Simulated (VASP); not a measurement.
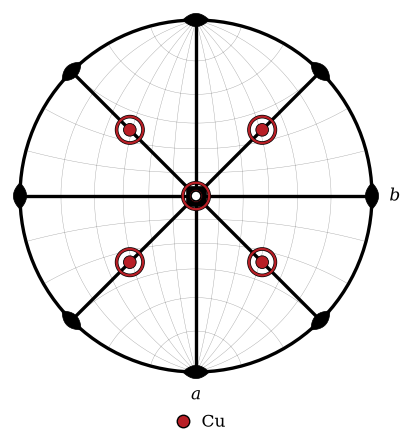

Crystal: Cu, a cell listed in the Materials Project, as set up for an electronic-structure calculation. Directions from one copper atom at (0, 0, 0) to its bonded neighbours, in stereographic projection down c (filled: above the plane of the page or in it, open: below). Symmetry computed with spglib at a tolerance of 0.002 Å; standard conventional cell.

Neighbours are counted up to 2.76 Å for Cu. The symmetry elements of the site are drawn in: heavy lines are mirror planes (a heavy rim: a mirror in the plane of the page); lens, triangle, square and hexagon are 2-, 3-, 4- and 6-fold axes, a lens in an open square is −4, a triangle in an open hexagon −6; thin dashed diameters join the ends of axes that lie in the page; a small open circle marks inversion.

```yaml
crystal:
  lattice:
    - [2.88559, 0.00000, 0.00000]
    - [0.00000, 2.88559, 0.00000]
    - [0.00000, 0.00000, 2.75216]
  atoms:
    - { symbol: Cu, position: [0.00000, 0.00000, 0.00000] }
    - { symbol: Cu, position: [0.50000, 0.50000, 0.50000] }
```

> How many neighbours are there, and at what angles?

10: 8 Cu at 2.46 Å, 2 Cu at 2.75 Å. Angles between bonds: 56° (8×), 68° (4×), 72° (8×), 108° (8×), 112° (4×), 124° (8×), 180° (5×).

> What is the site's symmetry in the crystal?

Point group 4/mmm (D4h), order 16: one fourfold axis, four twofold axes, five mirror planes, an inversion centre. In No. 139, I4/mmm this is Wyckoff position 2a.
